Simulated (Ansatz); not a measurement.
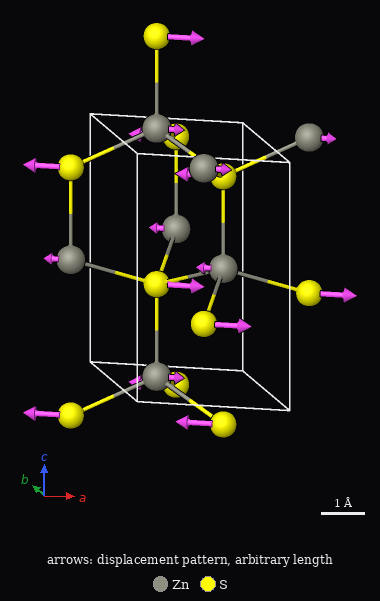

Normal modes of a crystal of ZnS relaxed at 7 GPa, space group P6₃mc (No. 186), at the zone centre. The optical levels lie at 61 (×2), 214, 329 (×3), 338 (×2), 386 cm⁻¹. One mode is drawn. Displacements are drawn as pink arrows; their common scale and sign are arbitrary. The picture is a ball-and-stick view of the cell of the calculation, seen slightly off an axis.

The calculation used Ansatz 0.2.0, DFT LDA, scalar-relativistic, plane waves, PAW. Set-up: plane-wave cutoff 420 eV; k-point mesh 12 × 12 × 6; occupations fixed; target pressure 7 GPa; no spin polarisation.

Frequencies are those without the non-analytic (LO–TO) term.

To which level does it belong?

Answer. The level at 338 cm⁻¹. This is the E₂ mode (doubly degenerate; one member of the set is drawn), optical level 4 of 5, counted from below, Raman-active by symmetry. All motion is along a; atoms of one kind move against one another, with no net shift of any sublattice; it stretches the shortest S–Zn bonds (2.24 Å); the kinetic energy is shared as S 72 %, Zn 28 %.
